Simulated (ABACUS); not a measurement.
System: Li₂S, space group Fm-3m (No. 225).

Input of the run:
```
INPUT_PARAMETERS
suffix              Li2S
calculation         scf
basis_type          pw
pseudo_dir          ./
symmetry            1
dft_functional      pbesol
ecutwfc             74
pseudo_rcut         7
nspin               1
nbands              10
ks_solver           dav
smearing_method     fd
smearing_sigma      0.00367493
scf_thr             1e-08
scf_nmax            100
mixing_type         broyden
mixing_beta         0.7
cal_force           1
cal_stress          1
kpar                4
```

Run as:
```bash
OMP_NUM_THREADS=1 mpirun -np 4 abacus > log
```

How it was computed, with ABACUS 3.10.1: DFT in plane waves or numerical atomic orbitals with pseudopotentials, no spin polarisation; energies at scaled volumes of the given cell, shape and fractions fixed, counted from the fit's minimum, third-order Birch-Murnaghan fit. Level: PBEsol.

| setting | value |
| --- | --- |
| k mesh | 8×8×8 |
| occupations | Fermi–Dirac |
| smearing width | 0.05 eV |
| potentials | PseudoDojo NC SR 0.4.1 PBEsol standard |
| wave cutoff | 1007 eV |
| density cutoff | 4027 eV |
| program settings | basis pw |

Describe the result: the energy and pressure against volume. The volume takes the values 14.42, 14.73, 15.04, 15.34, 15.65, 15.96, 16.26 Å³/atom.

A third-order Birch–Murnaghan fit gives V0 = 15.07 Å³/atom, B0 = 42.2 GPa and B′ = 3.9. The energy is 3.92 meV/atom at volume 14.42 Å³/atom and 11.00 meV/atom at 16.26 Å³/atom; the lowest computed point is at volume 15.04 Å³/atom (0.01 meV/atom). The pressure falls from 1.99 GPa at volume 14.42 Å³/atom to −2.79 GPa at 16.26 Å³/atom, and changes sign near 15.06 Å³/atom.

| volume (Å³/atom) | energy (meV/atom) | pressure (GPa) |
| --- | --- | --- |
| 14.42 | 3.92 | 1.99 |
| 14.73 | 1.05 | 0.98 |
| 15.04 | 0.01 | 0.07 |
| 15.34 | 0.64 | −0.75 |
| 15.65 | 2.77 | −1.50 |
| 15.96 | 6.27 | −2.18 |
| 16.26 | 11.00 | −2.79 |

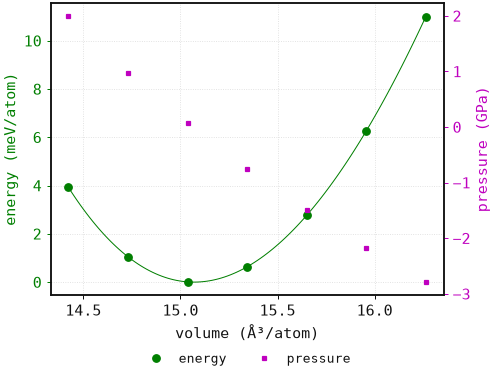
